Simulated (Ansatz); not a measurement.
Run report: Sn₂Ge, geometry relaxation (part 1 of 2)

Sn₂Ge (I4₁/amd, 6 atoms in the cell), computed with DFT PBE, scalar-relativistic, plane waves, PAW, no spin polarisation (Ansatz 0.2.0).

The structure was made by a generator, so it may or may not be a known phase. Figures and captions count atoms from 1; the log counts them from 0 in places.

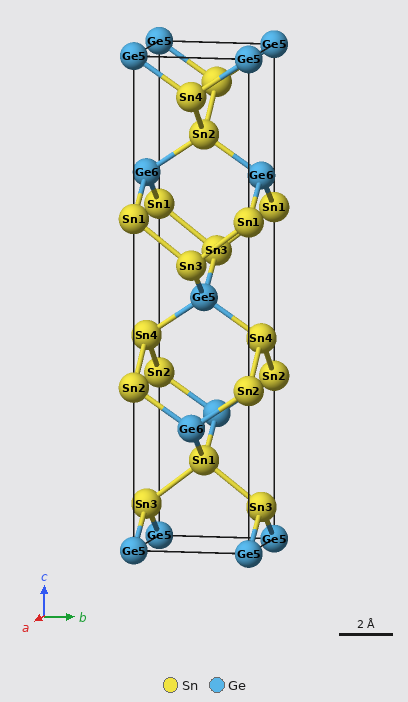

Figure 1. The input geometry (ball-and-stick view of the cell 2 times as large as that of the calculation, set on its symmetry axes, seen slightly off an axis; atoms are numbered from 1 in the order of the input). An atom can appear more than once, as a periodic image. Near neighbours in the periodic cell (some may lie outside the picture): Sn has 2 Ge at 2.72 Å and 2 Sn at 2.84 Å; Ge has 4 Sn at 2.72 Å.

### Input file
```yaml
crystal:
  lattice:
    - [-2.2520546588, 2.2520546588, 9.548863076]
    - [2.2520546588, -2.2520546588, 9.548863076]
    - [2.2520546588, 2.2520546588, -9.548863076]
  atoms:
    - { symbol: Sn, position: [0.6704868306, 0.6704868306, 0.0] }
    - { symbol: Sn, position: [0.3295131694, 0.3295131694, 0.0] }
    - { symbol: Sn, position: [0.0795131694, 0.5795131694, 0.5] }
    - { symbol: Sn, position: [0.4204868306, 0.9204868306, 0.5] }
    - { symbol: Ge, position: [0.0, 0.0, 0.0] }
    - { symbol: Ge, position: [0.75, 0.25, 0.5] }
basis:
  ecutwfc: 420
kpoints:
  mp_grid: { grid: [12, 12, 12] }
hamiltonian:
  xc: pbe
scf:
  occupations: { method: gaussian, width: 0.1 }
output:
  forces: true
  stress: true
  eigenvalues: true
  write_density: true
  write_potential: true
  elf: true
  volumetric_format: npy
relax:
  adjacent_minimum: "off"
  f_tol: 0.01
  max_steps: 80
  cell: { stress_tol: 0.05 }
```

Hardware: 1 thread of Intel Xeon @ 2.50GHz (Skylake/Cascade Lake), 189 GiB of memory available, shared host.

Run as:
```bash
ansatz run input.yaml --threads 1 --pin off --max-ram 2560MiB --backend cpu --events-out ev --progress --plain --runs-dir out
```

### Log
```
basis.fft_grid_basis auto: the FFT boxes are laid along the combinations [[1, -1, 0], [0, 1, 0], [1, 0, 1]] of the cell's own vectors, 6.370, 10.066 and 4.504 Å long. The dense box has 45×72×32 points. Along the cell's own vectors, as sized, it would have 72×72×72, 3.60 times as many. Of the 16 symmetry operations that the crystal satisfies within crystal.symmetry.tolerance (time reversal apart; of a slab, those that keep its plane) the dense box along the cell's own vectors carries 16, and the one as laid loses 15 of those. basis.fft_grid_basis: typed keeps the cell's own vectors: state it where this run's energies or levels are differenced outside the engine with another run's, or held beside a run that keeps those vectors. Those combinations have planes normal to reciprocal vector 3, as the cell's own vectors have. Each planar average written beside output.write_density, output.write_potential has a row for each plane of the box: 32. The volumetric files lie along those combinations, not along the cell's own vectors: a cube or XSF file states them, and fields.json those of NumPy files.
Engine: ansatz 0.2.0, x86_64-unknown-linux-gnu
Pseudopotentials: kind: paw
Pseudopotential: Sn, paw, valence charge 14, recommended cutoff 420 eV (normal), Sn.paw.azcp
Pseudopotential: Ge, paw, valence charge 14, recommended cutoff 420 eV (normal), Ge.paw.azcp
Functional definition: PBE
  parameter kappa = 0.804
  parameter beta = 0.06672455060314922
  exchange = pbe_x(kappa = kappa, mu = beta*pi^2/3)
  correlation = pbe_c(beta = beta)
Crystal: 6 atoms, lattice volume = 193.718 Å³
Basis set: ecut = 420 eV, 3775 PW (Γ), FFT grids on a1−a2, a2, a1+a3, exchange–correlation on 90×144×64 points (8 copies of the dense FFT grid, shifted against one another)
Bands: 51, of which v1, the nominal top of the filled ones, is band 42 counted from 1 (41 counted from 0)
Symmetry: 16 space group operations
Space group: I41/amd (ITA 141), of the structure as read, at distance tolerance 5.8e-5 Å
k-points: 163 of 1728
Non-local potential: Sn, projectors of the file, l = 0: 2, l = 1: 2, l = 2: 2, l = 3: 2
Non-local potential: Ge, projectors of the file, l = 0: 2, l = 1: 2, l = 2: 3, l = 3: 1
PAW form: soft (Blöchl's): semilocal exchange-correlation on the pseudo side does not see the compensation charge
PAW one-centre angular grid: Sn, 590 points (default); XC on 64 Gauss nodes
PAW one-centre angular grid: Ge, 590 points (default); XC on 64 Gauss nodes
Initial density: superposition of atomic densities (neutral atoms: chi_scale 0, normalization atom), corrected by the library's trained network
Initial wavefunctions: pseudopotential atomic-orbital guess
Functional: x = pbe(κ = 0.804, μ = 0.2195149727645171), c = pbe(β = 0.06672455060314922)
SCF iter   1: F=—  HF=-32686.585728 eV  |F-HF|=—  |Δ(HF+E_count)|=         —  Δρ=1.25e-3  dr2=7.87e-3  ethr=1.77e-3  ⟨swp⟩=7.9  Hψ=33540  notcnv=0  defer=4
preconditioner: auto → LDOS  [metal: Δε(μ)=0.033 eV  Ē_g=20.231 eV  σ=0.100 eV  W_gap=0.18  n_scr=50 (ndim 8)  ℏωp=24.5 eV  f_vac=0.105  D(μ)=0.61/eV (n_scr^D=2)  β→1.0]
SCF iter   2: F=—  HF=-32686.584301 eV  |F-HF|=—  |Δ(HF+E_count)|=   1.43e-3  Δρ=1.10e-3  dr2=7.20e-3  ethr=9.37e-6  ⟨swp⟩=2.7  Hψ=15468  notcnv=0  defer=32
SCF iter   3: F=—  HF=-32686.581940 eV  |F-HF|=—  |Δ(HF+E_count)|=   2.36e-3  Δρ=1.93e-4  dr2=1.06e-4  ethr=8.57e-6  ⟨swp⟩=3.0  Hψ=15156  notcnv=0  defer=32
SCF iter   4: F=—  HF=-32686.581972 eV  |F-HF|=—  |Δ(HF+E_count)|=   3.26e-5  Δρ=9.68e-5  dr2=1.48e-5  ethr=1.26e-7  ⟨swp⟩=2.0  Hψ=14698  notcnv=0  defer=32
SCF iter   5: F=—  HF=-32686.581944 eV  |F-HF|=—  |Δ(HF+E_count)|=   2.87e-5  Δρ=1.57e-5  dr2=5.37e-7  ethr=1.76e-8  ⟨swp⟩=2.0  Hψ=14692  notcnv=0  defer=32
SCF iter   6: F=-32686.581945 eV  HF=-32686.581945 eV  |F-HF|=4.34e-8  |Δ(HF+E_count)|=   9.62e-7  Δρ=5.71e-6  dr2=9.00e-8  ethr=1.19e-10  ⟨swp⟩=15.4  Hψ=65254  notcnv=0
SCF 1 converged in 6 iterations: F = -32686.581945 eV  dr2 = 9.00e-8
  greatest PAW one-centre occupation: 0.998 electrons in one spin orbital (limit 2), on the Ge atom at site 5 (counted from 0), in its partial waves of l = 2
relax step   1: F+E_penalty+E_count = -32686.58194466 eV  Δ(F+E_penalty+E_count) = +0.000e0 eV  max|allowed force component| = 3.363e-3 eV/Å  Δτ_max = 0.0000 Å  P = -0.003 GPa  Ω = 193.718 Å³  (6 SCF iters, dr2 threshold 1.00e-7 eV, accepted)
Crystal: 6 atoms, lattice volume = 193.690 Å³
Basis set: ecut = 420 eV, 3777 PW (Γ), FFT grids on a1−a2, a2, a1+a3, exchange–correlation on 90×144×64 points (8 copies of the dense FFT grid, shifted against one another)
Initial density: handed on by an earlier stage of this run
Initial wavefunctions: those handed on with the density
iter 1 solved again at ethr=1.44e-7 eV; its pass at ethr=3.10e-3 eV (dr2=1.21e-4 eV) is discarded
SCF iter   1: F=—  HF=-32686.582468 eV  |F-HF|=—  |Δ(HF+E_count)|=         —  Δρ=1.97e-4  dr2=5.27e-5  ethr=1.44e-7  ⟨swp⟩=3.1  Hψ=39405  notcnv=0
preconditioner: auto → LDOS  [metal: Δε(μ)=0.032 eV  Ē_g=20.245 eV  σ=0.100 eV  W_gap=0.18  n_scr=50 (ndim 8)  ℏωp=24.5 eV  f_vac=0.098  D(μ)=0.58/eV (n_scr^D=2)  β→1.0]
SCF iter   2: F=—  HF=-32686.582461 eV  |F-HF|=—  |Δ(HF+E_count)|=   7.16e-6  Δρ=2.20e-5  dr2=1.43e-6  ethr=6.27e-8  ⟨swp⟩=2.0  Hψ=10269  notcnv=0
SCF iter   3: F=—  HF=-32686.582464 eV  |F-HF|=—  |Δ(HF+E_count)|=   2.83e-6  Δρ=1.03e-5  dr2=6.70e-7  ethr=5.83e-11  ⟨swp⟩=13.7  Hψ=63938  notcnv=0
SCF iter   4: F=-32686.582464 eV  HF=-32686.582464 eV  |F-HF|=3.53e-8  |Δ(HF+E_count)|=   2.14e-7  Δρ=4.14e-6  dr2=4.36e-8  ethr=5.83e-11  ⟨swp⟩=7.7  Hψ=55462  notcnv=0
SCF 2 converged in 4 iterations: F = -32686.582464 eV  dr2 = 4.36e-8
relax step   2: F+E_penalty+E_count = -32686.58246362 eV  Δ(F+E_penalty+E_count) = -5.190e-4 eV  max|allowed force component| = 1.130e-2 eV/Å  Δτ_max = 0.0010 Å  P = +0.004 GPa  Ω = 193.690 Å³  energy of the carried Pulay correction = +2.762e-6 eV  (4 SCF iters, dr2 threshold 4.90e-8 eV, accepted)
Crystal: 6 atoms, lattice volume = 193.754 Å³
iter 1 solved again at ethr=1.07e-8 eV; its pass at ethr=3.10e-3 eV (dr2=8.95e-6 eV) is discarded
SCF iter   1: F=—  HF=-32686.582433 eV  |F-HF|=—  |Δ(HF+E_count)|=         —  Δρ=9.94e-5  dr2=8.44e-6  ethr=1.07e-8  ⟨swp⟩=3.1  Hψ=36930  notcnv=0
preconditioner: auto → LDOS  [metal: Δε(μ)=0.033 eV  Ē_g=20.244 eV  σ=0.100 eV  W_gap=0.19  n_scr=50 (ndim 8)  ℏωp=24.4 eV  f_vac=0.098  D(μ)=0.58/eV (n_scr^D=2)  β→1.0]
SCF iter   2: F=—  HF=-32686.582412 eV  |F-HF|=—  |Δ(HF+E_count)|=   2.08e-5  Δρ=1.58e-5  dr2=2.59e-7  ethr=1.00e-8  ⟨swp⟩=2.0  Hψ=13510  notcnv=0
SCF iter   3: F=—  HF=-32686.582417 eV  |F-HF|=—  |Δ(HF+E_count)|=   4.56e-6  Δρ=7.65e-6  dr2=1.51e-7  ethr=9.51e-12  ⟨swp⟩=12.0  Hψ=58366  notcnv=0
SCF iter   4: F=-32686.582417 eV  HF=-32686.582417 eV  |F-HF|=1.67e-9  |Δ(HF+E_count)|=   6.99e-8  Δρ=7.44e-7  dr2=2.11e-9  ethr=9.51e-12  ⟨swp⟩=7.2  Hψ=53165  notcnv=0
SCF 3 converged in 4 iterations: F = -32686.582417 eV  dr2 = 2.11e-9
relax step   3: F+E_penalty+E_count = -32686.58241666 eV  Δ(F+E_penalty+E_count) = +4.695e-5 eV  max|allowed force component| = 1.902e-2 eV/Å  Δτ_max = 0.0022 Å  P = -0.013 GPa  Ω = 193.754 Å³  energy of the carried Pulay correction = -7.122e-6 eV  (4 SCF iters, dr2 threshold 7.98e-9 eV, rejected (line search))
Crystal: 6 atoms, lattice volume = 193.707 Å³
iter 1 solved again at ethr=5.11e-9 eV; its pass at ethr=3.10e-3 eV (dr2=4.29e-6 eV) is discarded
SCF iter   1: F=—  HF=-32686.582501 eV  |F-HF|=—  |Δ(HF+E_count)|=         —  Δρ=6.50e-5  dr2=3.66e-6  ethr=5.11e-9  ⟨swp⟩=3.1  Hψ=38706  notcnv=0
preconditioner: auto → LDOS  [metal: Δε(μ)=0.031 eV  Ē_g=20.245 eV  σ=0.100 eV  W_gap=0.17  n_scr=50 (ndim 8)  ℏωp=24.5 eV  f_vac=0.097  D(μ)=0.58/eV (n_scr^D=2)  β→1.0]
SCF iter   2: F=—  HF=-32686.582482 eV  |F-HF|=—  |Δ(HF+E_count)|=   1.91e-5  Δρ=1.07e-5  dr2=1.27e-7  ethr=4.36e-9  ⟨swp⟩=2.0  Hψ=13473  notcnv=0
SCF iter   3: F=—  HF=-32686.582482 eV  |F-HF|=—  |Δ(HF+E_count)|=   2.88e-8  Δρ=5.75e-6  dr2=9.05e-8  ethr=1.51e-10  ⟨swp⟩=2.0  Hψ=15165  notcnv=0
SCF iter   4: F=—  HF=-32686.582482 eV  |F-HF|=—  |Δ(HF+E_count)|=   4.03e-8  Δρ=9.23e-7  dr2=1.25e-9  ethr=1.08e-10  ⟨swp⟩=2.0  Hψ=13531  notcnv=0
SCF iter   5: F=—  HF=-32686.582482 eV  |F-HF|=—  |Δ(HF+E_count)|=  7.71e-10  Δρ=2.01e-7  dr2=1.47e-10  ethr=1.49e-12  ⟨swp⟩=2.0  Hψ=13546  notcnv=0
SCF iter   6: F=-32686.582482 eV  HF=-32686.582482 eV  |F-HF|=3.64e-12  |Δ(HF+E_count)|=  4.00e-11  Δρ=5.64e-8  dr2=6.69e-12  ethr=1.00e-12  ⟨swp⟩=7.0  Hψ=39110  notcnv=0
SCF 4 converged in 6 iterations: F = -32686.582482 eV  dr2 = 6.69e-12
relax step   4: F+E_penalty+E_count = -32686.58248189 eV  Δ(F+E_penalty+E_count) = -1.828e-5 eV  max|allowed force component| = 2.844e-5 eV/Å  Δτ_max = 0.0008 Å  P = -0.001 GPa  Ω = 193.707 Å³  energy of the carried Pulay correction = +1.593e-7 eV  (6 SCF iters, accepted)
Initial wavefunctions: pseudopotential atomic-orbital guess (no wavefunctions were taken with the density)
iter 1 solved again at ethr=3.25e-7 eV; its pass at ethr=3.10e-3 eV (dr2=2.73e-4 eV) is discarded
SCF iter   1: F=—  HF=-32686.582429 eV  |F-HF|=—  |Δ(HF+E_count)|=         —  Δρ=3.21e-5  dr2=4.64e-8  ethr=3.25e-7  ⟨swp⟩=3.0  Hψ=51890  notcnv=0
eigensolver tolerance schedule: the retry pair's looser diagonalisation over-reported the residual by 5880.64 of it (diagonalisation noise at 1.61 of the residual, at the tolerance the schedule requests for it); recorded, not acted on — ethr = c·dr2/N_el stays at c = 1.0e-1
SCF iter   2: F=—  HF=-32686.582483 eV  |F-HF|=—  |Δ(HF+E_count)|=   5.36e-5  Δρ=2.11e-6  dr2=6.15e-9  ethr=5.52e-11  ⟨swp⟩=3.8  Hψ=19761  notcnv=0
SCF iter   3: F=—  HF=-32686.582483 eV  |F-HF|=—  |Δ(HF+E_count)|=   6.48e-9  Δρ=9.33e-7  dr2=1.66e-9  ethr=7.32e-12  ⟨swp⟩=2.0  Hψ=13838  notcnv=0
SCF iter   4: F=—  HF=-32686.582483 eV  |F-HF|=—  |Δ(HF+E_count)|=   3.09e-9  Δρ=1.99e-7  dr2=7.02e-11  ethr=1.97e-12  ⟨swp⟩=2.0  Hψ=15161  notcnv=0
SCF iter   5: F=-32686.582483 eV  HF=-32686.582483 eV  |F-HF|=0.00e0  |Δ(HF+E_count)|=  5.09e-11  Δρ=3.91e-8  dr2=3.61e-12  ethr=1.00e-12  ⟨swp⟩=8.2  Hψ=41622  notcnv=0
SCF 5 converged in 5 iterations: F = -32686.582483 eV  dr2 = 3.61e-12
relax step   5: F+E_penalty+E_count = -32686.58248257 eV  Δ(F+E_penalty+E_count) = -6.746e-7 eV  max|allowed force component| = 2.762e-5 eV/Å  Δτ_max = 0.0000 Å  P = -0.001 GPa  Ω = 193.707 Å³  stress off target by 1.04e-3 GPa  SCF on the basis re-selected at this cell (its energy is not comparable with the rows above)  (5 SCF iters)
```

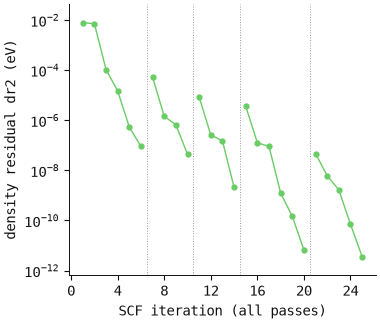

Figure 2. Convergence of the self-consistent field: density residual dr2 against the SCF iteration. The dotted lines part the SCF passes of the relaxation: geometry steps, rejected trials and re-solves on a re-selected basis. The 5 passes take 4 to 6 iterations each, 25 in all.

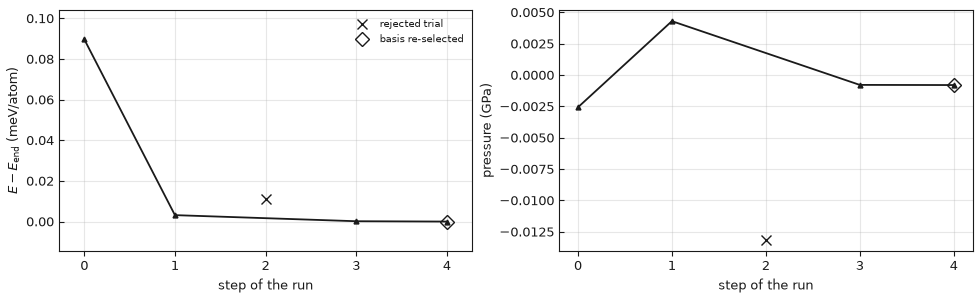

Figure 3. Progress of the relaxation, step by step (the first geometry is step 0 here and step 1 in the log). The atoms keep their places relative to the cell (all moves are under 0.005 Å). The space group stays I4_1/amd (No. 141). The energy falls by 0.1 meV per atom in 3 geometry steps. The largest force component goes from 0.0034 to under 0.0001 eV/Å. Pressure: 0.00 GPa at the start and 0.00 GPa at the end. The line search rejected the trial step at point 2 (counted from 0) and went back. A last SCF at the same geometry on a re-selected plane-wave basis shifts the energy by next to nothing (0.0 meV per atom). (Atoms are counted from 1 in the order of the input.)
